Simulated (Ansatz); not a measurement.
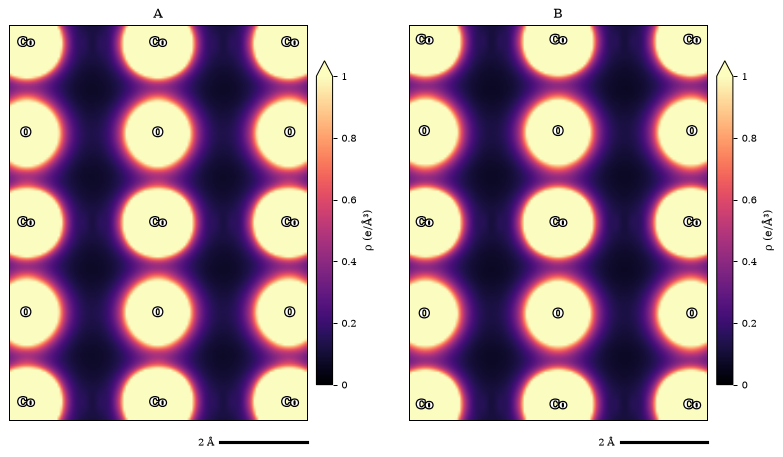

CoO. The valence charge density (pseudo) of two cells that differ in size, on the (001) plane of each (indices in the axes of the calculation cell), at one length scale and on one colour scale: B has 10.2 Å³ an atom and A 9.8.

Theory: Kohn-Sham DFT of a periodic cell, PBE, Ansatz PAW in Ansatz.

The density is the valence pseudo-density of a PAW calculation; it isn't the true density close to the nuclei.

What does the compression do to the bonding and the properties?

From the larger cell to the smaller, Co–O goes from 2.12 to 2.09 Å, and the density at its midpoint from 0.4 to 0.43 e/Å³; the pressure goes from −8 to −2.2 GPa.
